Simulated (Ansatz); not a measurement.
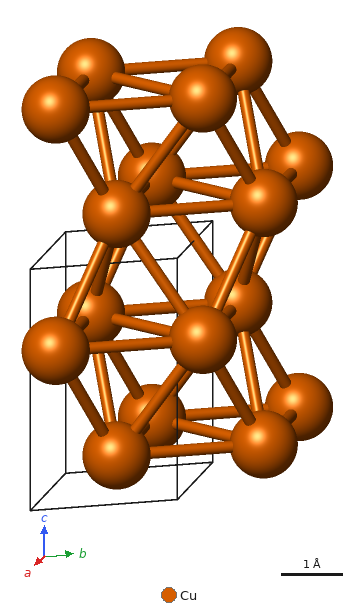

Reference structure: a symmetric starting cell of Cu. Style: ball-and-stick. Shown: the cell of the calculation, repeated 2 × 2 × 2 with one cell outlined, slightly off an axis.

Computed with DFT PBE, scalar-relativistic, plane waves, PAW (Ansatz 0.2.0). Settings: plane-wave cutoff 420 eV; k-point mesh 18 × 18 × 10; occupations gaussian; smearing width 0.1 eV; no spin polarisation.

Change: The cell is strained by −0.1 % along c and +1.4 % across it (volume +2.8 %), the atoms keeping their fractional coordinates. No relaxation follows. The starting cell wasn't computed here and needn't be at equilibrium, so pressure and forces aren't due to the change alone.

**What does the calculation give for the changed structure?**

The pressure is 2.7 GPa (not all of it need come from the change, since the unchanged cell can be under pressure at this level too). The principal stresses (compression positive) are 5.2 GPa along c and 1.5 GPa across it. All forces vanish by symmetry. Among the bonded contacts that change: Cu–Cu 2.529 → 2.535 to 2.571 Å. The space group stays P6_3/mmc (No. 194).

The changed structure in the same view:

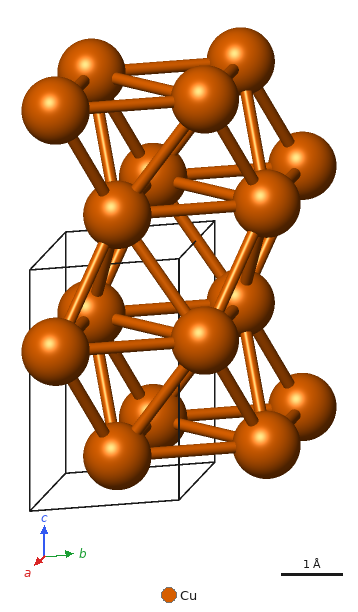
